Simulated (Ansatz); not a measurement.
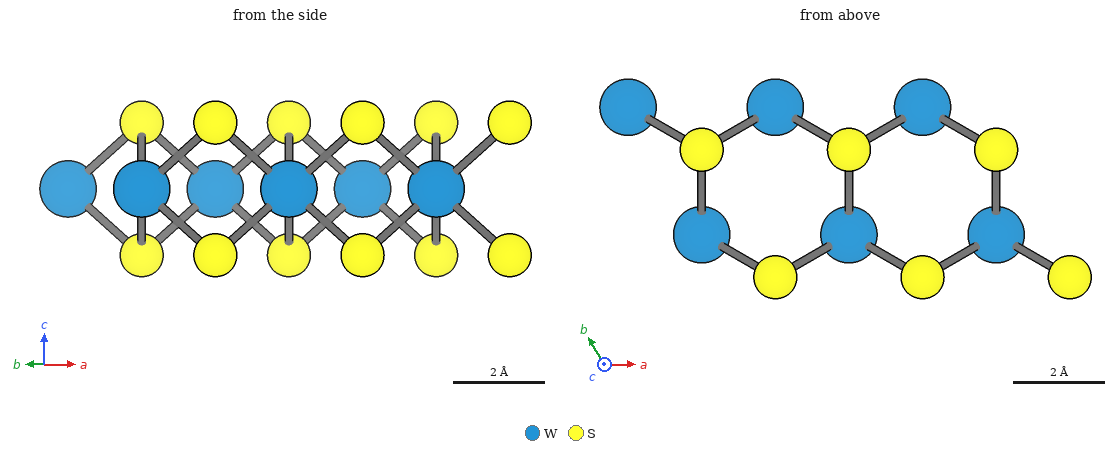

A ball-and-stick picture of a periodic sheet, seen from the side and from above. The surface normal points up in side views; the vacuum is left out. 3×2 cells are drawn in the plane, with atoms at the edges repeated.

The cell holds 1 W, 2 S.

Are the two faces alike, and what ends them?

Answer. The top face ends in S, the bottom face in S. The two faces are alike.

What is its extent along the surface normal?

Answer. About 2.9 Å from the lowest to the highest atom.

Name the atomic layers in order from the top face down.

Answer. Three planes: S / W / S.

How do the atoms link up?

Answer. The coordination shell of W holds six S in a distorted trigonal prismatic arrangement at about 2.4 Å. Around each S lie three W in a trigonal pyramidal arrangement at about 2.4 Å. Not all metal-metal contacts are counted. The bonds build WS2 layers parallel to the surface.

It goes back to a structure listed in the Materials Project. The cell was then strained or its atoms displaced on purpose. It was the input of a calculation with Ansatz.

At this level of theory the run's own cell isn't at rest (forces up to 1.5 eV/Å), so its distances can differ from those at equilibrium, the more so the softer the solid.
